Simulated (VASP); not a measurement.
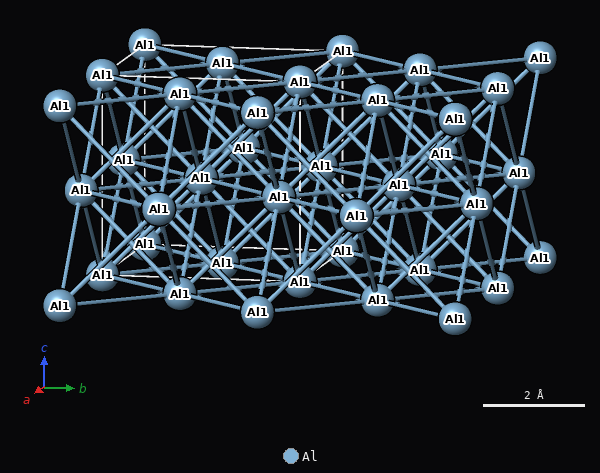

Fig. 1: The input geometry of run 1 (ball-and-stick view of the cell 4 times as large as that of the calculation, set on its symmetry axes, repeated 2 × 2 × 1, seen slightly off an axis; atoms are numbered from 1 in the order of the input). Near neighbours in the crystal (not all of them lie inside the picture): Al has 12 Al at 2.84 Å.

**Al: a changed input and its effect**

System: Al (Fm-3m, 1 atom in the cell).
Method of run 1: Kohn-Sham DFT of a periodic cell, PBEsol, VASP PAW PBE potentials, recommended, no spin polarisation (VASP 6.6.1).

The structure derives from an entry of the Crystallography Open Database. 

## INCAR, run 1
```
  PREC = Accurate
  ENCUT = 700
  EDIFF = 1E-6
  ISMEAR = 0
  SIGMA = 0.1
  LREAL = F
  LASPH = T
  NELM = 80
  ALGO = Normal
  ISIF = 2
  LWAVE = F
  LCHARG = F
  GGA = PS
```

## KPOINTS, run 1
```
regular mesh
0
Gamma
  18 18 18
```

## POSCAR, run 1
```
Al
1.0
    0.0000000000      2.0080400000      2.0080400000
    2.0080400000      0.0000000000      2.0080400000
    2.0080400000      2.0080400000      0.0000000000
Al
1
Direct
    0.0000000000      0.0000000000      0.0000000000
```

Command:
```bash
cat potpaw_PBE.64/Al/POTCAR > POTCAR
mpirun -np 1 vasp_std > vasp.out
```

Hardware: 1 thread of Intel Xeon (Granite Rapids), 64 GiB of memory available, shared host.

## OSZICAR and lines of OUTCAR (run 1)
```
N       E                     dE             d eps       ncg     rms          rms(c)
DAV:   1    -0.934676791321E+00   -0.93468E+00   -0.10645E+03  1950   0.443E+02
DAV:   2    -0.409073853511E+01   -0.31561E+01   -0.29143E+01  2475   0.375E+01
DAV:   3    -0.411950929483E+01   -0.28771E-01   -0.28737E-01  2685   0.433E+00
DAV:   4    -0.411959844647E+01   -0.89152E-04   -0.89150E-04  2570   0.237E-01
DAV:   5    -0.411959893991E+01   -0.49344E-06   -0.49318E-06  2695   0.154E-02    0.143E+00
DAV:   6    -0.410244682551E+01    0.17152E-01   -0.21085E-03  2360   0.309E-01    0.810E-01
DAV:   7    -0.409086230070E+01    0.11585E-01   -0.57872E-03  2310   0.497E-01    0.171E-01
DAV:   8    -0.409084807687E+01    0.14224E-04   -0.30665E-05  2530   0.578E-02    0.115E-02
DAV:   9    -0.409084728426E+01    0.79261E-06   -0.53840E-07  2455   0.540E-03
   1 F= -.40908473E+01 E0= -.40893536E+01  d E =-.298738E-02
[... from OUTCAR:]
  free energy    TOTEN  =        -4.09084728 eV
  energy without entropy =       -4.08785991  energy(sigma->0) =       -4.08935360
 E-fermi :   8.1367     XC(G=0): -10.3253     alpha+bet :-15.1577
  free  energy   TOTEN  =        -4.0908472843 eV
  energy  without entropy=       -4.0878599083  energy(sigma->0) =       -4.08935360
```

For run 2 the input was changed thus:
```diff
-  ENCUT = 700
+  ENCUT = 520
-  SIGMA = 0.1
+  SIGMA = 0.5
```

How does run 2 compare with run 1?

The energy of run 2 (smearing taken to zero) is 1.7 meV per atom lower, the joint effect of these numerical settings, which can't be told apart here. The pressure goes from 0.00 to 0.16 GPa. The number of SCF iterations is the same. The plane waves at Γ go from 701.0 to 448.0. On the same kind of shared host run 2 took about 0.46 times as long.

## OSZICAR and lines of OUTCAR (run 2)
```
N       E                     dE             d eps       ncg     rms          rms(c)
DAV:   1    -0.199534443478E+01   -0.19953E+01   -0.85940E+02  2045   0.326E+02
DAV:   2    -0.412775764192E+01   -0.21324E+01   -0.19156E+01  2575   0.306E+01
DAV:   3    -0.414530681141E+01   -0.17549E-01   -0.17503E-01  2505   0.344E+00
DAV:   4    -0.414537033535E+01   -0.63524E-04   -0.63519E-04  2665   0.195E-01
DAV:   5    -0.414537073233E+01   -0.39698E-06   -0.39591E-06  2615   0.126E-02    0.143E+00
DAV:   6    -0.412823652788E+01    0.17134E-01   -0.21068E-03  2335   0.307E-01    0.810E-01
DAV:   7    -0.411665615898E+01    0.11580E-01   -0.57877E-03  2290   0.490E-01    0.171E-01
DAV:   8    -0.411664191127E+01    0.14248E-04   -0.31406E-05  2490   0.581E-02    0.114E-02
DAV:   9    -0.411664115036E+01    0.76091E-06   -0.52224E-07  2470   0.526E-03
   1 F= -.41166412E+01 E0= -.40910216E+01  d E =-.512391E-01
[... from OUTCAR:]
  free energy    TOTEN  =        -4.11664115 eV
  energy without entropy =       -4.06540207  energy(sigma->0) =       -4.09102161
 E-fermi :   8.1350     XC(G=0): -10.3253     alpha+bet :-15.1577
  free  energy   TOTEN  =        -4.1166411504 eV
  energy  without entropy=       -4.0654020730  energy(sigma->0) =       -4.09102161
```

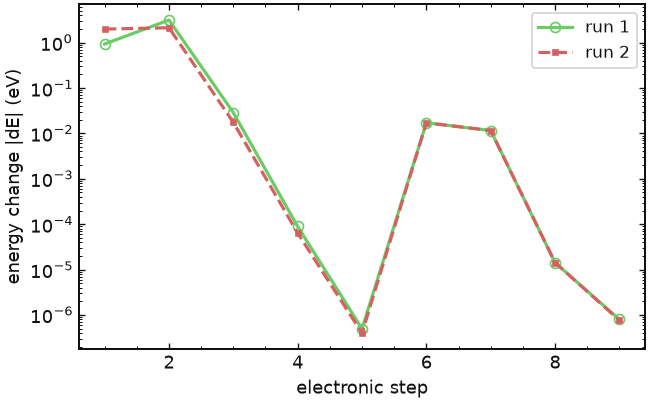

Fig. 2: Convergence of the two runs: energy change |dE| against the electronic step. Run 1 takes 9 steps in all, and run 2 takes 9.

## The two runs side by side

| quantity | run 1 | run 2 |
| --- | --- | --- |
| outcome | converged | converged |
| free energy per atom (eV) | −4.0908 | −4.1166 |
| energy per atom, smearing taken to zero (eV) | −4.0894 | −4.0910 |
| gap on the mesh (eV) | 0.00 | 0.00 |
| pressure (GPa) | 0.00 | 0.16 |
| largest force (eV/Å) | 0.000 | 0.000 |
| SCF iterations | 9 | 9 |
| irreducible k-points | 195 | 195 |
| plane waves at Γ | 701 | 448 |
